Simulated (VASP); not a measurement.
Single-point calculation at one volume of an equation of state, with input and output: PtS₂

The run: single-point calculation at one volume of an equation of state of PtS₂ (3 atoms in the cell). Method and program: Kohn-Sham DFT of a periodic cell, PBE with D3(BJ), VASP PAW PBE potentials, recommended, no spin polarisation (VASP 6.6.1).

The structure derives from an entry of the Crystallography Open Database.

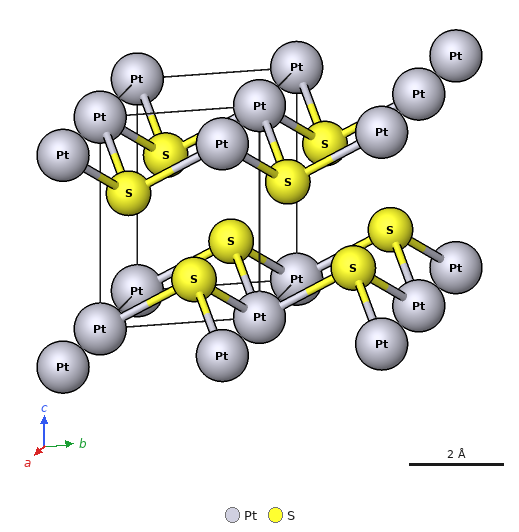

**Figure 1.** The structure as given in the input (ball-and-stick view of the cell of the calculation, repeated 2 × 2 × 1, seen slightly off an axis). An atom can appear more than once, as a periodic image.

**Key numbers**

```tsv
quantity	value
outcome	converged
space group (tolerance 0.01 Å)	P-3m1 (164)
electrons treated	22
free energy	−16.6702 eV
dispersion energy	−1.3520 eV
gap on the k-point mesh	0.17 eV
pressure	−0.06 GPa
largest force (length of the vector)	0.002 eV/Å
hardware	1 thread of AMD EPYC (Zen 3), 1656 GiB of memory available, shared host
wall time	21 s
peak memory	0.16 GiB
```

Spin–orbit coupling is left out, which matters for Pt.

**INCAR**
```
SYSTEM = PtS2
ALGO     = Normal         ! electronic algorithm
EDIFF    = 1E-6           ! SCF threshold, eV
ENCUT    = 520            ! plane-wave cutoff, eV
GGA      = PE             ! functional
ISIF     = 2              ! what is computed and relaxed
ISMEAR   = 0              ! smearing method
IVDW     = 12             ! dispersion correction
LASPH    = .True.         ! aspherical terms in the spheres
LCHARG   = .False.        ! write CHGCAR
LREAL    = .False.        ! projectors in reciprocal space
LWAVE    = .False.        ! write WAVECAR
NELM     = 80             ! most SCF steps
PREC     = Accurate       ! precision mode
SIGMA    = 0.02           ! smearing width, eV
```

**KPOINTS**
```
k-points
0
Gamma
  8 8 4
  0 0 0
```

**POSCAR**
```
PtS2                                    
1.0
    3.5794473519      0.0000000000     -0.0000000000
   -1.7897236759      3.0998923382      0.0000000000
    0.0000000000      0.0000000000      4.6784830817
  Pt              S             
     1     2
Direct
     0.0000000000000000    1.0000000000000000    0.0000000000000000
     0.6666666667000030    0.3333333332999970    0.7425297764942204
     0.3333333332999970    0.6666666667000030    0.2574702235057798
```

Command:
```bash
cat potpaw_PBE.64/Pt/POTCAR potpaw_PBE.64/S/POTCAR > POTCAR
mpirun -np 1 vasp_std > vasp.out
```

**OSZICAR**
```
N       E                     dE             d eps       ncg     rms          rms(c)
DAV:   1     0.114628052064E+03    0.11463E+03   -0.10758E+04  1090   0.132E+03
DAV:   2    -0.115517317733E+02   -0.12618E+03   -0.12330E+03  1288   0.246E+02
DAV:   3    -0.165661787176E+02   -0.50144E+01   -0.49736E+01  1344   0.530E+01
DAV:   4    -0.166186385521E+02   -0.52460E-01   -0.52444E-01  1330   0.599E+00
DAV:   5    -0.166194798152E+02   -0.84126E-03   -0.84124E-03  1386   0.735E-01    0.181E+01
DAV:   6    -0.155877093081E+02    0.10318E+01   -0.79136E+00  1078   0.288E+01    0.125E+01
DAV:   7    -0.153344580643E+02    0.25325E+00   -0.14400E+00  1078   0.131E+01    0.585E+00
DAV:   8    -0.153225628563E+02    0.11895E-01   -0.87040E-02  1218   0.223E+00    0.139E+00
DAV:   9    -0.153180202484E+02    0.45426E-02   -0.13548E-02  1204   0.131E+00    0.264E-01
DAV:  10    -0.153181801710E+02   -0.15992E-03   -0.18642E-03  1330   0.314E-01    0.942E-02
DAV:  11    -0.153182318485E+02   -0.51678E-04   -0.66998E-05  1218   0.711E-02    0.446E-02
DAV:  12    -0.153182338488E+02   -0.20003E-05   -0.10323E-05  1379   0.330E-02    0.991E-03
DAV:  13    -0.153182350563E+02   -0.12075E-05   -0.10080E-06   903   0.862E-03    0.445E-03
DAV:  14    -0.153182351615E+02   -0.10517E-06   -0.23862E-07   728   0.425E-03
   1 F= -.16670212E+02 E0= -.16670212E+02  d E =-.117709E-11
```

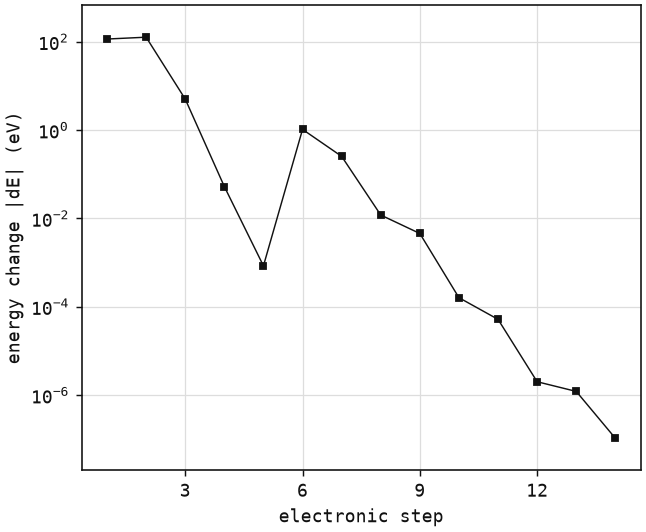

**Figure 2.** Convergence of the self-consistent field: energy change |dE| against the electronic step. It takes 14 electronic steps. The density is held fixed in the first few steps, and dE rises again when its update begins.

**Parts of OUTCAR**
```
SYSTEM = PtS2
   EDIFF = 1E-6
   ENCUT = 520
   GGA = PE
   ISIF = 2
   ISMEAR = 0
   IVDW = 12
   LASPH = .True.
   LREAL = .False.
   NELM = 80
   PREC = Accurate
 IVDW          = 12
 VDW_S6        =  1.00000000  s6, scaling of the dipole-dipole dispersion
 VDW_S8        =  0.78750002  s8, scaling of the dipole-quadrupole dispersion
 VDW_A1        =  0.42890000  a1, scaling of the critical radii
 VDW_A2        =  4.44070005  a2, offset of the critical radii
 VDW_RADIUS    = 50.20216178  two-body interaction cutoff (in Angstroms)
 VDW_CNRADIUS  = 21.16708996  CN, coordination number cutoff (in Angstroms)

 ion  position               nearest neighbor table
   1  0.000  0.000  0.000-   2 2.39   3 2.39   3 2.39   2 2.39   2 2.39   3 2.39
   2  0.667  0.333  0.743-   1 2.39   1 2.39   1 2.39
   3  0.333  0.667  0.257-   1 2.39   1 2.39   1 2.39

  LATTYP: Found a hexagonal cell.
 ALAT       =     3.5794473519
 C/A-ratio  =     1.3070406188

  Lattice vectors:

 A1 = (   3.5794473519,   0.0000000000,   0.0000000000)
 A2 = (  -1.7897236759,   3.0998923382,   0.0000000000)
 A3 = (   0.0000000000,   0.0000000000,   4.6784830817)

Analysis of symmetry for initial positions (statically):
=====================================================================
 Subroutine PRICEL returns:
 Original cell was already a primitive cell.

 Routine SETGRP: Setting up the symmetry group for a
 hexagonal supercell.

 Subroutine GETGRP returns: Found 12 space group operations
 (whereof 12 operations were pure point group operations)
 out of a pool of 24 trial point group operations.

The static configuration has the point symmetry D_3d.

Analysis of symmetry for dynamics (positions and initial velocities):
=====================================================================
 Subroutine PRICEL returns:
 Original cell was already a primitive cell.

 Routine SETGRP: Setting up the symmetry group for a
 hexagonal supercell.

 Subroutine GETGRP returns: Found 12 space group operations
 (whereof 12 operations were pure point group operations)
 out of a pool of 24 trial point group operations.

The dynamic configuration has the point symmetry D_3d.

 Subroutine INISYM returns: Found 12 space group operations
 (whereof 12 operations are pure point group operations),
 and found     1 'primitive' translations

----------------------------------------------------------------------------------------

                                     Primitive cell

  volume of cell :      51.9120

  direct lattice vectors                    reciprocal lattice vectors
     3.579447352  0.000000000  0.000000000     0.279372736  0.161295924  0.000000000
    -1.789723676  3.099892338  0.000000000     0.000000000  0.322591849  0.000000000
     0.000000000  0.000000000  4.678483082     0.000000000  0.000000000  0.213744494

  length of vectors
     3.579447352  3.579447352  4.678483082     0.322591849  0.322591849  0.213744494

  position of ions in fractional coordinates (direct lattice)
     0.000000000  0.000000000  0.000000000
     0.666666667  0.333333333  0.742529776
     0.333333333  0.666666667  0.257470224

  ion indices of the primitive-cell ions
   primitive index   ion index
                 1           1
                 2           2
                 3           3

----------------------------------------------------------------------------------------

 KPOINTS: k-points

Automatic generation of k-mesh.
 Grid dimensions read from file:
 generate k-points for:    8    8    4

 Generating k-lattice:

  Cartesian coordinates                     Fractional coordinates (reciprocal lattice)
     0.034921592  0.020161991  0.000000000     0.125000000  0.000000000  0.000000000
     0.000000000  0.040323981  0.000000000     0.000000000  0.125000000  0.000000000
     0.000000000  0.000000000  0.053436124     0.000000000  0.000000000  0.250000000

  Length of vectors
     0.040323981  0.040323981  0.053436124

  Shift w.r.t. Gamma in fractional coordinates (k-lattice)
     0.000000000  0.000000000  0.000000000

 Subroutine IBZKPT returns following result:
 ===========================================

 Found     35 irreducible k-points:

 Following reciprocal coordinates:
            Coordinates               Weight
  0.000000  0.000000  0.000000      1.000000
  0.125000  0.000000  0.000000      6.000000
  0.250000  0.000000  0.000000      6.000000
  0.375000  0.000000  0.000000      6.000000
  0.500000  0.000000  0.000000      3.000000
  0.125000  0.125000  0.000000      6.000000
  0.250000  0.125000  0.000000     12.000000
  0.375000  0.125000  0.000000     12.000000
  0.250000  0.250000  0.000000      6.000000
  0.375000  0.250000  0.000000      6.000000
  0.000000  0.000000  0.250000      2.000000
  0.125000  0.000000  0.250000      6.000000
  0.000000  0.125000  0.250000      6.000000
  0.250000  0.000000  0.250000      6.000000
  0.000000  0.250000  0.250000      6.000000
  0.375000  0.000000  0.250000      6.000000
  0.000000  0.375000  0.250000      6.000000
  0.500000  0.000000  0.250000      6.000000
  0.125000  0.125000  0.250000     12.000000
  0.250000  0.125000  0.250000     12.000000
 -0.125000  0.375000  0.250000     12.000000
  0.375000  0.125000  0.250000     12.000000
 -0.125000  0.500000  0.250000     12.000000
  0.250000  0.250000  0.250000     12.000000
 [... further k-points ...]
   k-points           NKPTS =     35   k-points in BZ     NKDIM =     35   number of bands    NBANDS=     15
   number of dos      NEDOS =    301   number of ions     NIONS =      3
   total plane-waves  NPLWV =  28224
   dimension x,y,z NGX =    28 NGY =   28 NGZ =   36
   dimension x,y,z NGXF=    56 NGYF=   56 NGZF=   72
   ions per type =               1   2
   NGX,Y,Z   is equivalent  to a cutoff of  13.00, 13.00, 12.79 a.u.
   NGXF,Y,Z  is equivalent  to a cutoff of  26.01, 26.01, 25.58 a.u.
 SYSTEM =  PtS2
   PREC   = accura    normal or accurate (medium, high low for compatibility)
   ISTART =      0    job   : 0-new  1-cont  2-samecut
   ICHARG =      2    charge: 1-file 2-atom 10-const
   ISPIN  =      1    spin polarized calculation?
   LNONCOLLINEAR =      F non collinear calculations
   LSORBIT =      F    spin-orbit coupling
   LASPH  =      T    aspherical Exc in radial PAW
   ENCUT  =  520.0 eV  38.22 Ry    6.18 a.u.   6.66  6.66  8.70*2*pi/ulx,y,z
   NELM   =     80;   NELMIN=  2; NELMDL= -5     # of ELM steps
   EDIFF  = 0.1E-05   stopping-criterion for ELM
   LREAL  =      F    real-space projection
   EDIFFG = 0.1E-04   stopping-criterion for IOM
   NSW    =      0    number of steps for IOM
   IBRION =     -1    ionic relax: 0-MD 1-quasi-New 2-CG
   NFREE  =      0    steps in history (QN), initial steepest desc. (CG)
   ISIF   =      2    stress and relaxation
   ISYM   =      2    0-nonsym 1-usesym 2-fastsym
   POTIM  = 0.5000    time-step for ionic-motion
   TEBEG  =    0.0;   TEEND  =   0.0 temperature during run
   PSTRESS=    0.0 pullay stress
   NELECT =      22.0000    total number of electrons
   NUPDOWN=      -1.0000    fix difference up-down
   EMIN   =  10.00;   EMAX   =-10.00  energy-range for DOS
   EFERMI =   0.00;   METHOD = LEGACY
   ISMEAR =     0;   SIGMA  =   0.02  broadening in eV -4-tet -1-fermi 0-gaus
   EFERMI_NEDOS =   21; number of points for ismear=-14 and -15
   IALGO  =     38    algorithm
   IMIX   =      4    mixing-type and parameters
     AMIX     =   0.40;   BMIX     =  1.00
     AMIX_MAG =   1.60;   BMIX_MAG =  1.00
  volume/ion in A,a.u.               =      17.30       116.77
  Fermi-wavevector in a.u.,A,eV,Ry     =   1.229683  2.323764 20.573646  1.512120
  Thomas-Fermi vector in A             =   2.364561
   LORBIT       =      0    0 simple, 1 ext, 2 COOP (PROOUT), +10 PAW based schemes
   GGA     = PE    functional components
   LHFCALC =     F    Hartree Fock is set to
   AEXX    =    0.0000 exact exchange contribution
   IVDW    =    12    specifies the selected vdW correction
   LEPSILON=     F    determine dielectric tensor
   LRPA    =     F    only Hartree local field effects (RPA)
 non-spin polarized calculation
 Gauss-broadening in eV      SIGMA  =   0.02
  energy-cutoff  :      520.00
  volume of cell :       51.91
 maximum number of plane-waves:      1415
 NGX is ok and might be reduce to    28
   NGX = 13   NGY = 13   NGZ = 17

 number of electron      21.9999996 magnetization

 Free energy of the ion-electron system (eV)
  ---------------------------------------------------
  ext. energy  EPLUGINS =         0.00000000
  ---------------------------------------------------
  free energy    TOTEN  =       -15.31823516 eV

  energy without entropy =      -15.31823516  energy(sigma->0) =      -15.31823516

 E-fermi :   8.0496     XC(G=0): -11.0305     alpha+bet :-12.7118

 val. band max:        7.9650265266   @ k =   0.0000   0.0000   0.0000
 cond. band min:       8.1396037193   @ k =   0.1250   0.1250   0.5000
 fundamental gap:      0.1745771927
 Fermi energy:         8.0496184338

 k-point     1 :       0.0000    0.0000    0.0000
  band No.  band energies     occupation
      1      -8.0106      2.00000
      2      -4.6029      2.00000
      3       0.3167      2.00000
      4       0.8508      2.00000
      5       0.8508      2.00000
      6       3.6970      2.00000
      7       3.6970      2.00000
      8       5.4576      2.00000
      9       6.3459      2.00000
     10       6.3459      2.00000
     11       7.9650      2.00000
     12       9.1406      0.00000
     13       9.1406      0.00000
     14      11.5933      0.00000
     15      12.9742      0.00000

 k-point     2 :       0.1250    0.0000    0.0000
  band No.  band energies     occupation
      1      -7.8162      2.00000
      2      -4.7403      2.00000
      3       0.5316      2.00000
      4       0.9788      2.00000
      5       1.0619      2.00000
      6       3.3952      2.00000
      7       3.5546      2.00000
      8       4.9696      2.00000
      9       6.1307      2.00000
     10       6.2491      2.00000
     11       7.4353      2.00000
     12       9.1678      0.00000
     13       9.2052      0.00000
     14      12.5489      0.00000
     15      13.6609      0.00000

 k-point     3 :       0.2500    0.0000    0.0000
  band No.  band energies     occupation
      1      -7.2777      2.00000
      2      -5.0615      2.00000
      3       1.0643      2.00000
      4       1.2924      2.00000
      5       1.5846      2.00000
      6       2.4095      2.00000
      7       3.3523      2.00000
      8       4.3201      2.00000
      9       5.7499      2.00000
     10       5.7806      2.00000
     11       6.4368      2.00000
     12       9.2604      0.00000
     13       9.5542      0.00000
     14      13.0818      0.00000
     15      14.6336      0.00000

 k-point     4 :       0.3750    0.0000    0.0000
  band No.  band energies     occupation
      1      -6.5487      2.00000
      2      -5.4362      2.00000
      3       0.7390      2.00000
      4       1.5690      2.00000
      5       1.9123      2.00000
      6       2.7252      2.00000
      7       3.4783      2.00000
      8       4.0191      2.00000
      9       5.0019      2.00000
     10       5.1063      2.00000
     11       5.5177      2.00000
     12       8.9185      0.00000
     13      10.0259      0.00000
     14      13.0422      0.00000
     15      14.6816      0.00000

 k-point     5 :       0.5000    0.0000    0.0000
  band No.  band energies     occupation
      1      -5.8966      2.00000
      2      -5.8852      2.00000
      3       0.2106      2.00000
      4       1.6496      2.00000
      5       2.2336      2.00000
      6       3.6376      2.00000
      7       3.8679      2.00000
      8       3.9064      2.00000
      9       4.3454      2.00000
     10       4.4346      2.00000
     11       4.9842      2.00000
     12       8.7213      0.00000
     13      10.2364      0.00000
     14      13.1881      0.00000
     15      14.2301      0.00000

 [... the levels of 18 k-points are left out ...]

 k-point    24 :       0.2500    0.2500    0.2500
  band No.  band energies     occupation
      1      -6.1034      2.00000
      2      -5.5972      2.00000
      3       0.7596      2.00000
      4       1.1032      2.00000
      5       1.8205      2.00000
      6       2.6550      2.00000
      7       3.0591      2.00000
      8       4.3829      2.00000
      9       4.5841      2.00000
     10       5.3087      2.00000
     11       6.1816      2.00000
     12       8.5689      0.00000
     13       9.4977      0.00000
     14      13.4948      0.00000
     15      15.0225      0.00000

 [... further k-points ...]

------------------------ aborting loop because EDIFF is reached ----------------------------------------

 Edisp (eV)   -1.35198

 E8    (eV) :    -0.5427

  FORCE on cell =-STRESS in cart. coord.  units (eV):
  Direction    XX          YY          ZZ          XY          YZ          ZX
  --------------------------------------------------------------------------------------
  -------------------------------------------------------------------------------------
  Total      -0.01789    -0.01789    -0.02388    -0.00000     0.00000     0.00000
  in kB      -0.55211    -0.55211    -0.73702    -0.00000     0.00000     0.00000
  external pressure =       -0.61 kB  Pullay stress =        0.00 kB

 VOLUME and BASIS-vectors are now :
 -----------------------------------------------------------------------------
  energy-cutoff  :      520.00
  volume of cell :       51.91
      direct lattice vectors                 reciprocal lattice vectors
     3.579447352  0.000000000  0.000000000     0.279372736  0.161295924  0.000000000
    -1.789723676  3.099892338  0.000000000     0.000000000  0.322591849  0.000000000
     0.000000000  0.000000000  4.678483082     0.000000000  0.000000000  0.213744494

 POSITION                                       TOTAL-FORCE (eV/Angst)
 -----------------------------------------------------------------------------------
      0.00000      0.00000      0.00000         0.000000      0.000000      0.000000
      1.78972      1.03330      3.47391         0.000000     -0.000000     -0.002105
     -0.00000      2.06659      1.20457        -0.000000      0.000000      0.002105
 -----------------------------------------------------------------------------------
    total drift:                                0.000000     -0.000000     -0.000000

  FREE ENERGIE OF THE ION-ELECTRON SYSTEM (eV)
  ---------------------------------------------------
  free  energy   TOTEN  =       -16.6702118193 eV

  energy  without entropy=      -16.6702118193  energy(sigma->0) =      -16.67021182
```

**CONTCAR**
```
PtS2
   1.00000000000000
     3.5794473518999999    0.0000000000000000    0.0000000000000000
    -1.7897236758999999    3.0998923382000001    0.0000000000000000
     0.0000000000000000    0.0000000000000000    4.6784830816999996
  Pt              S
     1     2
Direct
     0.0000000000000000    0.0000000000000000    0.0000000000000000
     0.6666666667000030    0.3333333332999970    0.7425297764942229
     0.3333333332999970    0.6666666667000030    0.2574702235057771

  0.00000000E+00  0.00000000E+00  0.00000000E+00
  0.00000000E+00  0.00000000E+00  0.00000000E+00
  0.00000000E+00  0.00000000E+00  0.00000000E+00
```
